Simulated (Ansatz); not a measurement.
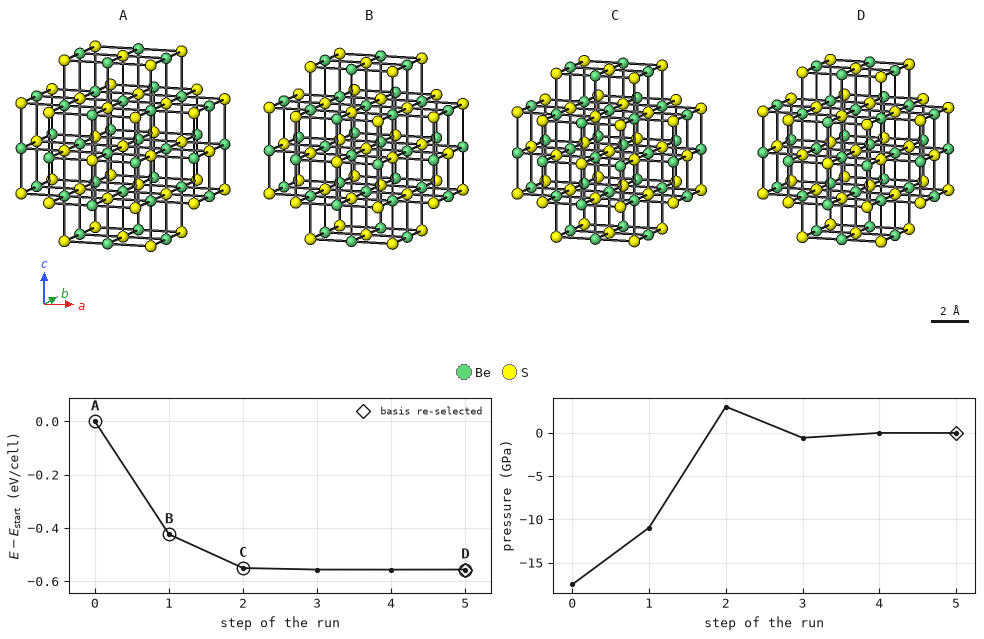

Frames of a relaxation of crystalline BeS (a generated structure, set up in Fm-3m) (coarse preliminary run), marked on the history of the run. A ball-and-stick model of the conventional cell (4 times the calculation's cell), seen slightly off an axis. Lengths and directions refer to the drawn axes.

Level of theory: DFT PBE, scalar-relativistic, plane waves, PAW in Ansatz. Settings: plane-wave cutoff 420 eV; k-point mesh 6 × 6 × 6; occupations gaussian; smearing width 0.1 eV; no spin polarisation; cell and atoms relaxed; force threshold 0.04 eV/Å; at most 70 steps.

**What happens along the run?**

The energy falls by 0.556 eV per cell of the calculation in 4 accepted moves (5 points after the start). All forces vanish by symmetry, so only the cell relaxes. Pressure: −17.50 GPa at the start and −0.01 GPa at the end. At 1 point the geometry stayed and the basis and grid were re-selected for the new cell (energy shift of 0.3 meV per cell of the calculation at most each time). No atom moves by more than 0.005 Å relative to the cell. The drawn cell changes as follows: a = b = c 5.088 → 4.633 Å (−9.0 %); the volume changes by −24.5 %. Among the contacts that change: Be–S 2.544 → 2.316 Å. The space group stays Fm-3m (No. 225). From step 0 to 1: volume −14.0 %, energy −0.423 eV per cell of the calculation. From step 1 to 2: volume −14.6 %, energy −0.126 eV per cell of the calculation. From step 2 to 5: volume +2.7 %, energy −5.7 meV per cell of the calculation.
